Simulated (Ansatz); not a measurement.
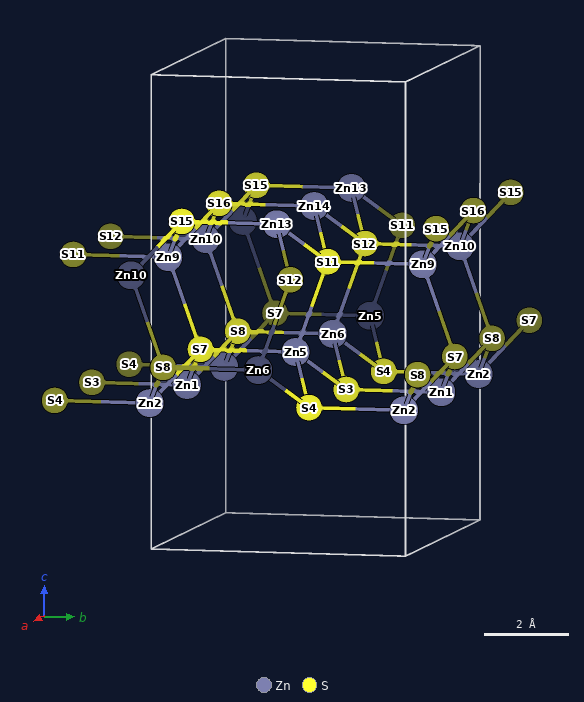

The structure as given in the input (ball-and-stick view of the cell of the calculation, with the vacuum cut short, seen slightly off an axis; neighbours outside the cell are drawn fainter; atoms are numbered from 1 in the order of the input). An atom can appear more than once, as a periodic image. Near neighbours in the periodic cell (some may lie outside the picture): Zn has 3 S at 2.33 Å; S has 3 Zn at 2.33 Å; Zn has 4 S at 2.33 Å; S has 4 Zn at 2.33 Å.

## ZnS: geometry relaxation (part 1 of 3)

ZnS (slab, 16 atoms in the cell), computed with DFT PBE+D3(BJ), scalar-relativistic, plane waves, PAW, no spin polarisation (Ansatz 0.2.0).

The structure derives from an entry of the Crystallography Open Database. The input holds or restrains some coordinates. Forces given for the steps count only the free coordinates. It belongs to a series of runs on one base structure; here: clean slab, lower planes held. Figures and captions count atoms from 1; the log counts them from 0 in places.

The input
```yaml
crystal:
  lattice:
    - [7.5878855742, 0.0, 0.0]
    - [0.0, 6.2354893669, 0.0]
    - [0.0, 0.0, 20.3808677788]
  atoms:
    - { symbol: Zn, position: [0.5, 0.9943873708, 0.3925249939] }
    - { symbol: Zn, position: [0.0, 0.9943873708, 0.3925249939] }
    - { symbol: S, position: [0.5, 0.6206126292, 0.3925249939] }
    - { symbol: S, position: [0.0, 0.6206126292, 0.3925249939] }
    - { symbol: Zn, position: [0.75, 0.4943873708, 0.4462624969] }
    - { symbol: Zn, position: [0.25, 0.4943873708, 0.4462624969] }
    - { symbol: S, position: [0.75, 0.1206126292, 0.4462624969] }
    - { symbol: S, position: [0.25, 0.1206126292, 0.4462624969] }
    - { symbol: Zn, position: [0.75, 0.9943873708, 0.5537375031] }
    - { symbol: Zn, position: [0.25, 0.9943873708, 0.5537375031] }
    - { symbol: S, position: [0.75, 0.6206126292, 0.5537375031] }
    - { symbol: S, position: [0.25, 0.6206126292, 0.5537375031] }
    - { symbol: Zn, position: [0.0, 0.4943873708, 0.6074750061] }
    - { symbol: Zn, position: [0.5, 0.4943873708, 0.6074750061] }
    - { symbol: S, position: [0.0, 0.1206126292, 0.6074750061] }
    - { symbol: S, position: [0.5, 0.1206126292, 0.6074750061] }
basis:
  ecutwfc: 420
kpoints:
  mp_grid: { grid: [2, 3, 1] }
hamiltonian:
  xc: pbe
  dispersion: d3bj
scf:
  occupations: { method: gaussian, width: 0.05 }
output:
  forces: true
  eigenvalues: true
  write_density: true
  write_potential: true
  elf: true
  volumetric_format: npy
relax:
  adjacent_minimum: "off"
  f_tol: 0.03
  max_steps: 70
  constraints: [{ sites: [0, 1, 2, 3, 4, 5, 6, 7] }]
efield:
  axis: 3
  dipole_correction: true
  ramp_width: 0.04
```

Machine: 4 threads of Intel Xeon (Sapphire Rapids), 16 GiB of memory available, shared host.

Launch command:
```bash
ansatz run input.yaml --threads 4 --pin off --max-ram 12288MiB --backend cpu --events-out ev --progress --plain --runs-dir out
```

The program's output
```
Engine: ansatz 0.2.0, x86_64-unknown-linux-gnu
Pseudopotentials: kind: paw
Pseudopotential: Zn, paw, valence charge 12, recommended cutoff 420 eV (normal), Zn.paw.azcp
Pseudopotential: S, paw, valence charge 6, recommended cutoff 420 eV (normal), S.paw.azcp
Functional definition: PBE
  parameter kappa = 0.804
  parameter beta = 0.06672455060314922
  exchange = pbe_x(kappa = kappa, mu = beta*pi^2/3)
  correlation = pbe_c(beta = beta)
Crystal: 16 atoms, lattice volume = 964.304 Å³
Basis set: ecut = 420 eV, 18881 PW (Γ), exchange–correlation on 108×90×288 points (8 copies of the dense FFT grid, shifted against one another)
Bands: 88, of which v1, the nominal top of the filled ones, is band 72 counted from 1 (71 counted from 0)
Symmetry: 4 space group operations
k-points: 4 of 6 (time reversal used)
Non-local potential: Zn, projectors of the file, l = 0: 2, l = 1: 2, l = 2: 3, l = 3: 1
Non-local potential: S, projectors of the file, l = 0: 2, l = 1: 2, l = 2: 2
PAW form: soft (Blöchl's): semilocal exchange-correlation on the pseudo side does not see the compensation charge
PAW one-centre angular grid: Zn, 590 points (default); XC on 64 Gauss nodes
PAW one-centre angular grid: S, 110 points (default); XC on 64 Gauss nodes
Initial density: superposition of atomic densities (neutral atoms: chi_scale 0, normalization atom), corrected by the library's trained network
Initial wavefunctions: pseudopotential atomic-orbital guess
Functional: x = pbe(κ = 0.804, μ = 0.2195149727645171), c = pbe(β = 0.06672455060314922)
SCF iter   1: F=—  HF=-33781.064568 eV  |F-HF|=—  |Δ(HF+E_count)|=         —  Δρ=7.66e-4  dr2=7.00e-3  ethr=1.77e-3  p=0.000 e·Å  D=3.42e-14 V/Å  ΔV_dip=-0.00 eV  dr2_dipole=2.28e-9  V_vac-E_F(+/−)=4.46/4.46 eV  ⟨swp⟩=8.2  Hψ=1710  notcnv=0  defer=20
efield: sawtooth ramp at fractional position 0.9800 (placed from the atoms, in the widest stretch of the axis that holds none; the zero of the levels goes with the place), width 0.0400; the density the first Hamiltonian is built on has a dipole p = 0.000 e·Å; the dipole correction subtracts the counter field D = 3.42e-14 V/Å, which shifts the + side's vacuum level by -0.00 eV against the − side's; the planar-averaged density in the ramp window peaks in size at 4.4e-6 e/Å³
preconditioner: auto → Resta (q_TF=auto, 1.987 Å⁻¹)  ε∞=3.1  [insulator: Δε(μ)=1.348 eV  Ē_g=9.942 eV  σ=0.050 eV  W_gap=1.00  n_scr=118 (ndim 8)  ℏωp=14.3 eV  f_vac=0.625  D(μ)=0.00/eV (n_scr^D=0)  ε∞_Penn≈3.1  vacuum switching on, ρ_ref=7.2e-3 e/Å³]
SCF iter   2: F=—  HF=-33781.067365 eV  |F-HF|=—  |Δ(HF+E_count)|=   2.80e-3  Δρ=3.95e-4  dr2=1.57e-3  ethr=4.86e-6  p=-0.000 e·Å  D=-4.13e-6 V/Å  ΔV_dip=0.00 eV  dr2_dipole=1.03e-9  V_vac-E_F(+/−)=4.45/4.45 eV  ⟨swp⟩=2.0  Hψ=696  notcnv=0  defer=35
SCF iter   3: F=—  HF=-33781.067590 eV  |F-HF|=—  |Δ(HF+E_count)|=   2.25e-4  Δρ=1.90e-4  dr2=3.61e-4  ethr=1.09e-6  p=0.000 e·Å  D=8.43e-7 V/Å  ΔV_dip=-0.00 eV  dr2_dipole=2.04e-10  V_vac-E_F(+/−)=4.44/4.44 eV  ⟨swp⟩=2.0  Hψ=570  notcnv=0  defer=35
SCF iter   4: F=—  HF=-33781.067737 eV  |F-HF|=—  |Δ(HF+E_count)|=   1.47e-4  Δρ=7.16e-5  dr2=5.26e-5  ethr=2.51e-7  p=0.000 e·Å  D=3.91e-6 V/Å  ΔV_dip=-0.00 eV  dr2_dipole=5.91e-10  V_vac-E_F(+/−)=4.43/4.43 eV  ⟨swp⟩=2.0  Hψ=592  notcnv=0  defer=35
iter 5 did not close the SCF: its close was put off for the readings that it lacked (scf_convergence_deferred on its scf_iter line)
SCF iter   5: F=-33781.067744 eV  HF=-33781.067740 eV  |F-HF|=4.43e-6  |Δ(HF+E_count)|=   3.45e-6  Δρ=2.20e-5  dr2=6.66e-6  ethr=3.65e-8  p=-0.000 e·Å  D=-3.37e-8 V/Å  ΔV_dip=0.00 eV  dr2_dipole=4.93e-13  V_vac-E_F(+/−)=4.43/4.43 eV  ⟨swp⟩=2.0  Hψ=592  notcnv=0  defer=35
SCF iter   6: F=-33781.067747 eV  HF=-33781.067746 eV  |F-HF|=8.34e-7  |Δ(HF+E_count)|=   5.74e-6  Δρ=7.82e-6  dr2=7.67e-7  ethr=4.62e-9  p=-0.000 e·Å  D=-6.31e-7 V/Å  ΔV_dip=0.00 eV  dr2_dipole=7.26e-11  V_vac-E_F(+/−)=4.43/4.43 eV  ⟨swp⟩=21.0  Hψ=3567  notcnv=0
SCF 1 converged in 6 iterations: F = -33781.067747 eV  dr2 = 7.67e-7
  greatest PAW one-centre occupation: 0.985 electrons in one spin orbital (limit 2), on the Zn atom at site 1 (counted from 0), in its partial waves of l = 2
relax step   1: F+E_penalty+E_count = -33781.06774661 eV  Δ(F+E_penalty+E_count) = +0.000e0 eV  max|allowed force component| = 1.206e0 eV/Å  Δτ_max = 0.0000 Å  (6 SCF iters, dr2 threshold 2.25e-5 eV, accepted)
Initial density: handed on by an earlier stage of this run
Initial wavefunctions: those handed on with the density
iter 1 solved again at ethr=8.41e-5 eV; its pass at ethr=3.10e-3 eV (dr2=1.21e-1 eV) is discarded
SCF iter   1: F=—  HF=-33781.672183 eV  |F-HF|=—  |Δ(HF+E_count)|=         —  Δρ=2.92e-3  dr2=1.17e-1  ethr=8.41e-5  p=-0.000 e·Å  D=-2.75e-6 V/Å  ΔV_dip=0.00 eV  dr2_dipole=1.98e-3  V_vac-E_F(+/−)=4.35/4.35 eV  ⟨swp⟩=1.2  Hψ=1419  notcnv=0  defer=48
efield: sawtooth ramp at fractional position 0.9800 (handed on by an earlier solve), width 0.0400; the density the first Hamiltonian is built on has a dipole p = -0.000 e·Å; the dipole correction subtracts the counter field D = -2.75e-6 V/Å, which shifts the + side's vacuum level by +0.00 eV against the − side's; the planar-averaged density in the ramp window peaks in size at 3.0e-6 e/Å³
preconditioner: auto → Resta (q_TF=auto, 1.987 Å⁻¹)  ε∞=3.1  [insulator: Δε(μ)=1.549 eV  Ē_g=9.969 eV  σ=0.050 eV  W_gap=1.00  n_scr=118 (ndim 8)  ℏωp=14.3 eV  f_vac=0.629  D(μ)=0.00/eV (n_scr^D=0)  ε∞_Penn≈3.1  vacuum switching on, ρ_ref=7.2e-3 e/Å³]
SCF iter   2: F=—  HF=-33781.652597 eV  |F-HF|=—  |Δ(HF+E_count)|=   1.96e-2  Δρ=1.58e-3  dr2=2.75e-2  ethr=8.14e-5  p=-0.029 e·Å  D=-5.36e-3 V/Å  ΔV_dip=0.11 eV  dr2_dipole=4.41e-4  V_vac-E_F(+/−)=4.47/4.36 eV  ⟨swp⟩=2.0  Hψ=412  notcnv=0  defer=48
SCF iter   3: F=—  HF=-33781.648810 eV  |F-HF|=—  |Δ(HF+E_count)|=   3.79e-3  Δρ=3.39e-4  dr2=1.59e-3  ethr=1.91e-5  p=-0.055 e·Å  D=-1.02e-2 V/Å  ΔV_dip=0.21 eV  dr2_dipole=1.78e-6  V_vac-E_F(+/−)=4.58/4.37 eV  ⟨swp⟩=2.0  Hψ=592  notcnv=0  defer=48
SCF iter   4: F=—  HF=-33781.648895 eV  |F-HF|=—  |Δ(HF+E_count)|=   8.48e-5  Δρ=2.57e-4  dr2=4.57e-4  ethr=1.10e-6  p=-0.058 e·Å  D=-1.08e-2 V/Å  ΔV_dip=0.22 eV  dr2_dipole=2.53e-5  V_vac-E_F(+/−)=4.60/4.38 eV  ⟨swp⟩=2.0  Hψ=590  notcnv=0  defer=48
SCF iter   5: F=—  HF=-33781.648733 eV  |F-HF|=—  |Δ(HF+E_count)|=   1.61e-4  Δρ=7.56e-5  dr2=4.73e-5  ethr=3.18e-7  p=-0.060 e·Å  D=-1.13e-2 V/Å  ΔV_dip=0.23 eV  dr2_dipole=9.83e-7  V_vac-E_F(+/−)=4.61/4.37 eV  ⟨swp⟩=2.0  Hψ=549  notcnv=0  defer=48
SCF iter   6: F=-33781.648753 eV  HF=-33781.648755 eV  |F-HF|=2.31e-6  |Δ(HF+E_count)|=   2.19e-5  Δρ=2.19e-5  dr2=7.73e-6  ethr=3.28e-8  p=-0.062 e·Å  D=-1.17e-2 V/Å  ΔV_dip=0.24 eV  dr2_dipole=5.63e-7  V_vac-E_F(+/−)=4.61/4.37 eV  ⟨swp⟩=22.0  Hψ=4148  notcnv=0
SCF 2 converged in 6 iterations: F = -33781.648753 eV  dr2 = 7.73e-6
relax step   2: F+E_penalty+E_count = -33781.64875279 eV  Δ(F+E_penalty+E_count) = -5.810e-1 eV  max|allowed force component| = 7.187e-1 eV/Å  Δτ_max = 0.1949 Å  (6 SCF iters, dr2 threshold 9.09e-5 eV, accepted)
SCF iter   1: F=—  HF=-33781.959399 eV  |F-HF|=—  |Δ(HF+E_count)|=         —  Δρ=2.49e-3  dr2=8.79e-2  ethr=6.88e-4  p=-0.062 e·Å  D=-1.17e-2 V/Å  ΔV_dip=0.24 eV  dr2_dipole=3.05e-3  V_vac-E_F(+/−)=4.59/4.35 eV  ⟨swp⟩=4.5  Hψ=1220  notcnv=0  defer=41
efield: sawtooth ramp at fractional position 0.9800 (handed on by an earlier solve), width 0.0400; the density the first Hamiltonian is built on has a dipole p = -0.062 e·Å; the dipole correction subtracts the counter field D = -1.17e-2 V/Å, which shifts the + side's vacuum level by +0.24 eV against the − side's; the planar-averaged density in the ramp window peaks in size at 2.1e-6 e/Å³
preconditioner: auto → Resta (q_TF=auto, 1.987 Å⁻¹)  ε∞=3.0  [insulator: Δε(μ)=1.629 eV  Ē_g=10.027 eV  σ=0.050 eV  W_gap=1.00  n_scr=118 (ndim 8)  ℏωp=14.3 eV  f_vac=0.631  D(μ)=0.00/eV (n_scr^D=0)  ε∞_Penn≈3.0  vacuum switching on, ρ_ref=7.3e-3 e/Å³]
SCF iter   2: F=—  HF=-33781.946705 eV  |F-HF|=—  |Δ(HF+E_count)|=   1.27e-2  Δρ=1.35e-3  dr2=2.01e-2  ethr=6.10e-5  p=-0.095 e·Å  D=-1.78e-2 V/Å  ΔV_dip=0.36 eV  dr2_dipole=1.47e-4  V_vac-E_F(+/−)=4.71/4.35 eV  ⟨swp⟩=2.0  Hψ=475  notcnv=0  defer=42
SCF iter   3: F=—  HF=-33781.945165 eV  |F-HF|=—  |Δ(HF+E_count)|=   1.54e-3  Δρ=3.24e-4  dr2=1.82e-3  ethr=1.40e-5  p=-0.104 e·Å  D=-1.94e-2 V/Å  ΔV_dip=0.40 eV  dr2_dipole=2.68e-4  V_vac-E_F(+/−)=4.76/4.36 eV  ⟨swp⟩=2.0  Hψ=598  notcnv=0  defer=42
SCF iter   4: F=—  HF=-33781.945218 eV  |F-HF|=—  |Δ(HF+E_count)|=   5.31e-5  Δρ=2.00e-4  dr2=3.28e-4  ethr=1.27e-6  p=-0.117 e·Å  D=-2.20e-2 V/Å  ΔV_dip=0.45 eV  dr2_dipole=1.04e-5  V_vac-E_F(+/−)=4.80/4.35 eV  ⟨swp⟩=2.0  Hψ=584  notcnv=0  defer=42
SCF iter   5: F=—  HF=-33781.945136 eV  |F-HF|=—  |Δ(HF+E_count)|=   8.17e-5  Δρ=6.68e-5  dr2=3.54e-5  ethr=2.28e-7  p=-0.116 e·Å  D=-2.18e-2 V/Å  ΔV_dip=0.44 eV  dr2_dipole=3.50e-8  V_vac-E_F(+/−)=4.80/4.36 eV  ⟨swp⟩=2.0  Hψ=569  notcnv=0  defer=42
SCF iter   6: F=-33781.945142 eV  HF=-33781.945148 eV  |F-HF|=5.79e-6  |Δ(HF+E_count)|=   1.14e-5  Δρ=2.82e-5  dr2=1.01e-5  ethr=2.24e-8  p=-0.117 e·Å  D=-2.19e-2 V/Å  ΔV_dip=0.45 eV  dr2_dipole=2.12e-6  V_vac-E_F(+/−)=4.80/4.36 eV  ⟨swp⟩=21.8  Hψ=4055  notcnv=0
SCF 3 converged in 6 iterations: F = -33781.945142 eV  dr2 = 1.01e-5
relax step   3: F+E_penalty+E_count = -33781.94514172 eV  Δ(F+E_penalty+E_count) = -2.964e-1 eV  max|allowed force component| = 3.122e-1 eV/Å  Δτ_max = 0.1948 Å  (6 SCF iters, dr2 threshold 3.23e-5 eV, accepted)
```
